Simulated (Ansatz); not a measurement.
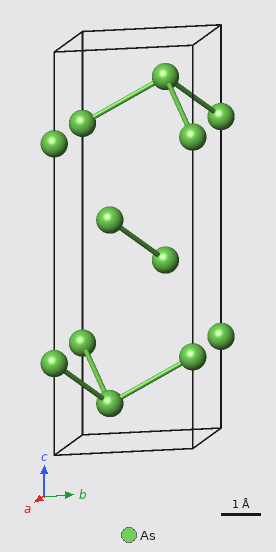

The starting point is solid As (set up in R-3m). A ball-and-stick model of the conventional cell (3 times the calculation's cell), seen slightly off an axis. Lengths and directions refer to the drawn axes.

All numbers below come from DFT, PBE, PAW with Ansatz's default frozen-core files, scalar-relativistic in Ansatz. Set-up: plane-wave cutoff 420 eV; k-point mesh 13 × 13 × 13; occupations fermi dirac; smearing width 0.05 eV; no spin polarisation.

Now this is done to it. All lengths are scaled by +0.7 % (volume +2.0 %), the atoms keeping their fractional coordinates. No relaxation follows.

Input
```yaml
crystal:
  lattice:
    - [1.8921984922, 1.0924613088, 3.5088552423]
    - [-1.8921984922, 1.0924613088, 3.5088552423]
    - [0.0, -2.1849226177, 3.5088552423]
  atoms:
    - { symbol: As, position: [0.22754, 0.22754, 0.22754] }
    - { symbol: As, position: [0.77246, 0.77246, 0.77246] }
kpoints:
  mp_grid: { grid: [13, 13, 13] }
scf:
  occupations: { method: fermi_dirac, width: 0.05 }
hamiltonian:
  xc: pbe
  pseudopotentials: { kind: paw }
output:
  forces: true
  stress: true
  eigenvalues: true
  efg: { contact_densities: true }
```

Run as
```bash
ansatz run input.yaml --threads 1 --pin off --max-ram 2048MiB --backend cpu --events-out ev --progress --plain --runs-dir out
```

Q: What is the effect?

A: Energy change: −7.4 meV per atom. Pressure: 3.6 GPa before, 2.0 GPa after. The principal stresses (compression positive) are 1.7 GPa along c and 2.1 GPa across it. The largest forces, 0.096 eV/Å, act on As1 and As2; on As1 it points along +c. Some distances before and after: As–As 2.516 → 2.533 Å. The space group stays R-3m (No. 166).
